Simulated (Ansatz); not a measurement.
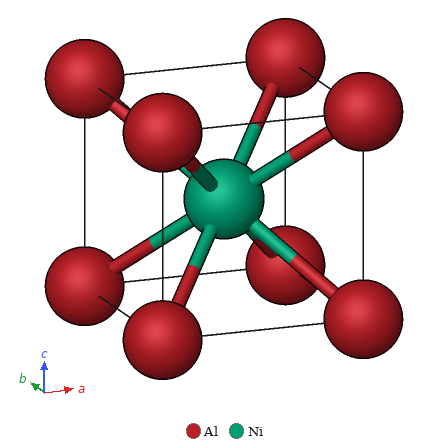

System: AlNi, space group Pm-3m (No. 221). The picture shows the conventional cell.

The given structure:
```
CELL_PARAMETERS angstrom
2.88100 0.00000 0.00000
0.00000 2.88100 0.00000
0.00000 0.00000 2.88100
ATOMIC_POSITIONS crystal
Al 0.00000 0.00000 0.00000
Ni 0.50000 0.50000 0.50000
```

One of the inputs:
```
crystal:
  lattice:
    - [2.881, 0.0, 0.0]
    - [0.0, 2.881, 0.0]
    - [0.0, 0.0, 2.881]
  atoms:
    - { symbol: Al, position: [0.0, 0.0, 0.0] }
    - { symbol: Ni, position: [0.5, 0.5, 0.5], spin: 1.5 }
magnetization:
  spin_polarized: true
kpoints:
  mp_grid: { grid: [13, 13, 13] }
  band_path:
    path:
      - [0.0, 0.0, 0.0]
      - [0.0, 0.5, 0.0]
      - [0.5, 0.5, 0.0]
      - [0.0, 0.0, 0.0]
      - [0.5, 0.5, 0.5]
      - [0.0, 0.5, 0.0]
      - [0.5, 0.5, 0.5]
      - [0.5, 0.5, 0.0]
    npoints: 8
scf:
  occupations: { method: fermi_dirac, width: 0.05 }
hamiltonian:
  xc: pbe
  pseudopotentials: { kind: paw }
output:
  forces: true
  stress: true
  eigenvalues: true
  efg: { contact_densities: true }
  populations: true
  bader: true
  dos: { projected: true, de: 0.2, e_range: [-14, 8] }
```

Calculation (Ansatz 0.2.0): periodic Kohn-Sham DFT of a crystal at fixed atoms, scaled to the stated factor times the given cell; pressure positive in compression. Level: PBE, collinear spin. The state reached is without moments.

method frozen-core PAW; relativity scalar; k mesh 13×13×13; occupations Fermi–Dirac; smearing width 0.05 eV; wave cutoff 420 eV; PAW set soft_2.

V(given) is 11.96 Å³/atom.

What does the calculation give for the pressure against V/V(given)? The V/V(given) takes the values 0.941, 0.980, 1.000, 1.020, 1.060.

The pressure falls from 13.7 GPa at V/V(given) 0.941 to −6.7 GPa at 1.060, and changes sign near 1.012. The volume at zero pressure from a fit of the pressures is 12.1 Å³/atom. The bulk modulus from that fit is 161 GPa.

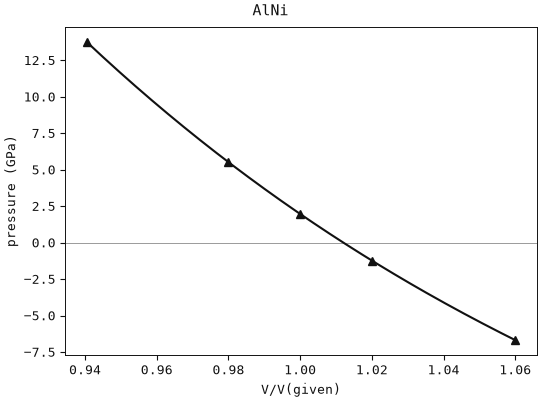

Limits of the calculation: run without spin, though Ni often carries a moment.
